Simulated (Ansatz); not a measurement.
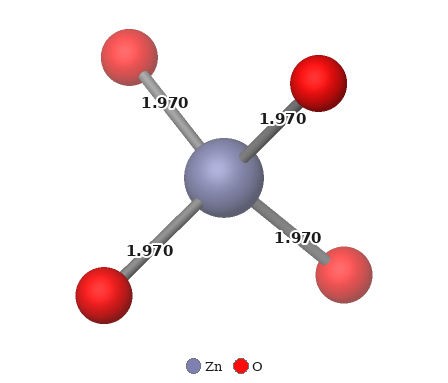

The surroundings of site Zn1 (at 0.500, 0.000, 0.500) in ZnGa2O4 (Fd-3m, No. 227), with bond lengths in Å.

Source of the atomic positions: coordinates from a relaxation with DFT, r2SCAN, plane waves, PAW (Ansatz 0.2.0).

```
CELL_PARAMETERS angstrom
8.32812 0.00000 0.00000
0.00000 8.32812 0.00000
0.00000 0.00000 8.32812
ATOMIC_POSITIONS crystal
Zn 0.50000 0.00000 0.50000
Zn 0.25000 0.25000 0.25000
Ga 0.37500 0.87500 0.12500
Ga 0.37500 0.62500 0.37500
Ga 0.12500 0.87500 0.37500
Ga 0.12500 0.62500 0.12500
O 0.11340 0.38660 0.11340
O 0.63660 0.13660 0.36340
O 0.36340 0.86340 0.36340
O 0.86340 0.13660 0.13660
O 0.38660 0.38660 0.38660
O 0.38660 0.11340 0.11340
O 0.13660 0.86340 0.13660
O 0.11340 0.11340 0.38660
Zn 0.50000 0.50000 0.00000
Zn 0.25000 0.75000 0.75000
Ga 0.37500 0.37500 0.62500
Ga 0.37500 0.12500 0.87500
Ga 0.12500 0.37500 0.87500
Ga 0.12500 0.12500 0.62500
O 0.11340 0.88660 0.61340
O 0.63660 0.63660 0.86340
O 0.36340 0.36340 0.86340
O 0.86340 0.63660 0.63660
O 0.38660 0.88660 0.88660
O 0.38660 0.61340 0.61340
O 0.13660 0.36340 0.63660
O 0.11340 0.61340 0.88660
Zn 0.00000 0.00000 0.00000
Zn 0.75000 0.25000 0.75000
Ga 0.87500 0.87500 0.62500
Ga 0.87500 0.62500 0.87500
Ga 0.62500 0.87500 0.87500
Ga 0.62500 0.62500 0.62500
O 0.61340 0.38660 0.61340
O 0.13660 0.13660 0.86340
O 0.86340 0.86340 0.86340
O 0.36340 0.13660 0.63660
O 0.88660 0.38660 0.88660
O 0.88660 0.11340 0.61340
O 0.63660 0.86340 0.63660
O 0.61340 0.11340 0.88660
Zn 0.00000 0.50000 0.50000
Zn 0.75000 0.75000 0.25000
Ga 0.87500 0.37500 0.12500
Ga 0.87500 0.12500 0.37500
Ga 0.62500 0.37500 0.37500
Ga 0.62500 0.12500 0.12500
O 0.61340 0.88660 0.11340
O 0.13660 0.63660 0.36340
O 0.86340 0.36340 0.36340
O 0.36340 0.63660 0.13660
O 0.88660 0.88660 0.38660
O 0.88660 0.61340 0.11340
O 0.63660 0.36340 0.13660
O 0.61340 0.61340 0.38660
```

Bond valence s = exp((R0 − d)/b), R0 fitted to published crystal structures with b = 0.37 Å; R0 in Å: Zn2+–O 1.689.

Question: Calculate the bond-valence sum of Zn1 from the bonds drawn.

Answer: 4 × 0.468 = 1.87 v.u., against a formal valence of 2: underbonded (bonds long for this ion) by 0.13.

Further R0 (Å): Ga3+–O 1.718.

Question: And over the whole structure?

Answer:
```json
{"site": "Zn1", "x, y, z": "0.500, 0.000, 0.500", "formal valence": "+2", "bond-valence sum": "1.97", "difference": "-0.03"}
{"site": "Ga1", "x, y, z": "0.375, 0.875, 0.125", "formal valence": "+3", "bond-valence sum": "2.93", "difference": "-0.07"}
{"site": "O1", "x, y, z": "0.113, 0.387, 0.113", "formal valence": "−2", "bond-valence sum": "1.96", "difference": "-0.04"}
```

These sums include all anions within 5 Å. The global instability index (root mean square of the differences over all atoms) is 0.05 v.u.: little strain.
